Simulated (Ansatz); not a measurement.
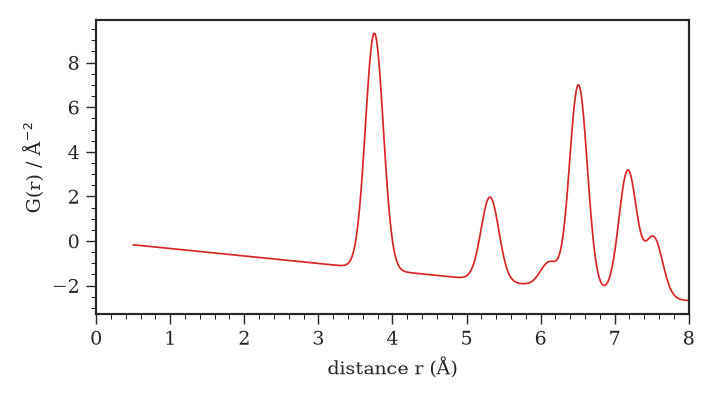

Simulated X-ray pair distribution function, G(r) = R(r)/r − 4πρ₀r, summed over the atomic distances of the structure with each pair weighted by the product of the atomic numbers (X-ray weights at Q = 0); every distance is a Gaussian of σ = 0.12 Å.

Candidate polymorphs:

A. 
```cif
data_structure
_symmetry_space_group_name_H-M 'Im-3m'
_symmetry_Int_Tables_number 229
_cell_length_a 4.2195
_cell_length_b 4.2195
_cell_length_c 4.2195
_cell_angle_alpha 90.000
_cell_angle_beta 90.000
_cell_angle_gamma 90.000
_cell_volume 75.12
loop_
_atom_site_label
_atom_site_type_symbol
_atom_site_symmetry_multiplicity
_atom_site_Wyckoff_symbol
_atom_site_fract_x
_atom_site_fract_y
_atom_site_fract_z
_atom_site_occupancy
La1 La 2 a 0.00000 0.00000 0.00000 1
```

B. 
```
La
1.0
     3.76516    0.00000    0.00000
    -1.88258    3.26073    0.00000
     0.00000    0.00000    6.11717
La
2
Cartesian
  0.0000 2.1738 4.5879
  1.8826 1.0869 1.5293
```

Origins: A, the input geometry of an electronic-structure calculation (not necessarily at equilibrium); the starting structure was generated, so it need not be a known form of this composition; B, the geometry relaxed with Ansatz, DFT PBE, scalar-relativistic, plane waves, PAW; the starting structure was generated, so it need not be a known form of this composition.

**Which candidate gives this PDF?**

Candidate B, La, P6_3/mmc (first clear peaks at 3.76 Å (La–La) and 5.32 Å (La–La)). A would give first clear peaks at 3.65 Å (La–La) and 4.22 Å (La–La).
